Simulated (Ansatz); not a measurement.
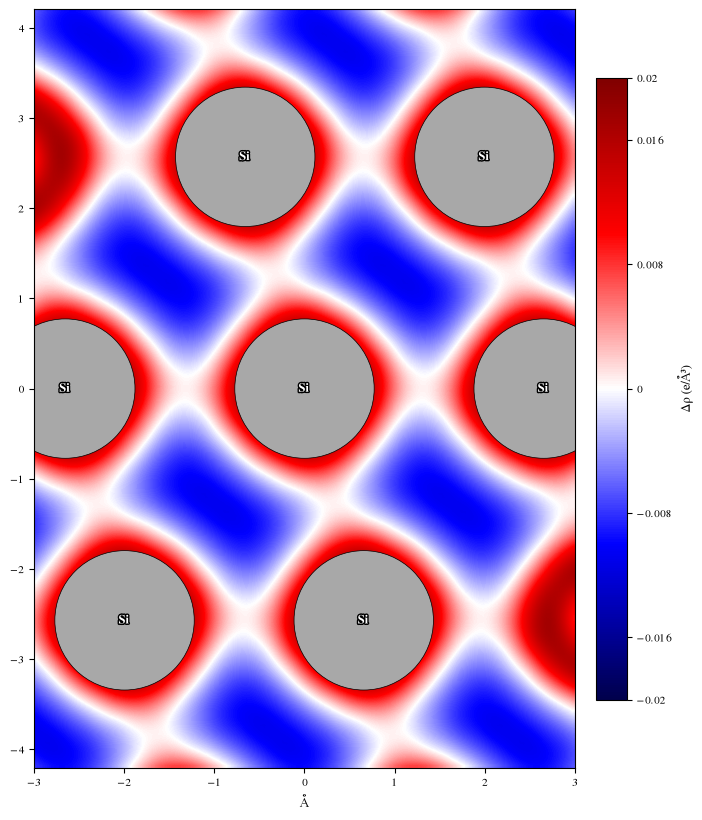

Si. Difference of the valence pseudo-densities of two functionals at the same geometry, on the (100) plane of the calculation cell: B3LYP less PBE0.

Both computed with Ansatz (plane waves, PAW), on the same k-point mesh. Grey discs cover the atomic cores.

What does the difference map show?

Answer. Against PBE0, B3LYP gives more density around Si (+0.006 e/Å³ on average at 0.9 Å from the nucleus) and less density in the space between the atoms (−0.008 e/Å³ on average).
